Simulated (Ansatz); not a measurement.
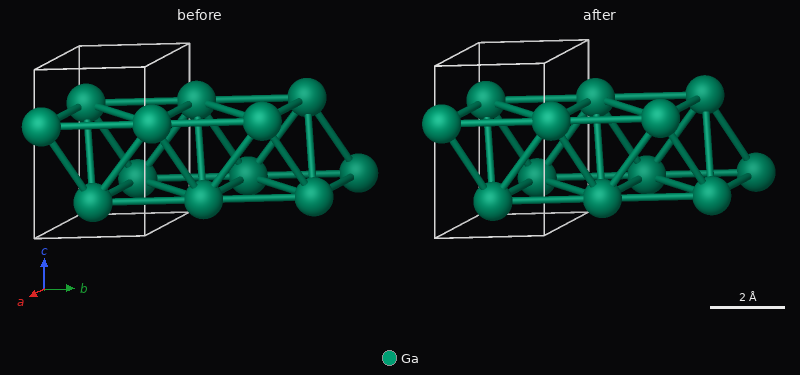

The structure of crystalline Ga (a generated structure, set up in P6_3/mmc) before (left) and after (right) a relaxation, at one scale.

The picture is a ball-and-stick view of the cell of the calculation, repeated 2 × 3 × 1 with one cell outlined, seen slightly off an axis.

Case: Y → Ga on all its sites, cell and atoms relaxed.

Method: Ansatz 0.2.0, DFT PBE, scalar-relativistic, plane waves, PAW. (plane-wave cutoff 420 eV; k-point mesh 15 × 15 × 10; occupations gaussian; smearing width 0.1 eV; no spin polarisation; cell and atoms relaxed; force threshold 0.01 eV/Å; at most 60 steps)

> Describe what moved and what it gained.

Over 2 accepted moves (4 points after the start) the energy falls by 4.7 meV per cell of the calculation. All forces vanish by symmetry, so only the cell relaxes. The pressure goes from 0.15 to −0.01 GPa. The line search rejected the trial step at point 2 of the run. The SCF was repeated once at an unchanged geometry on a basis and grid sized afresh for the cell, which shifted the energy by less than 0.05 meV per cell of the calculation at most. No atom moves by more than 0.005 Å relative to the cell. Cell: a = b 3.043 → 3.015 Å (−0.9 %), c 4.757 → 4.854 Å (+2.0 %). Volume +0.1 %. Near-neighbour distances that change, for instance: Ga–Ga 2.957 → 2.987 Å, Ga–Ga 3.043 → 3.015 Å. The space group stays P6_3/mmc (No. 194). The run took roughly 10 core-seconds on a shared host.
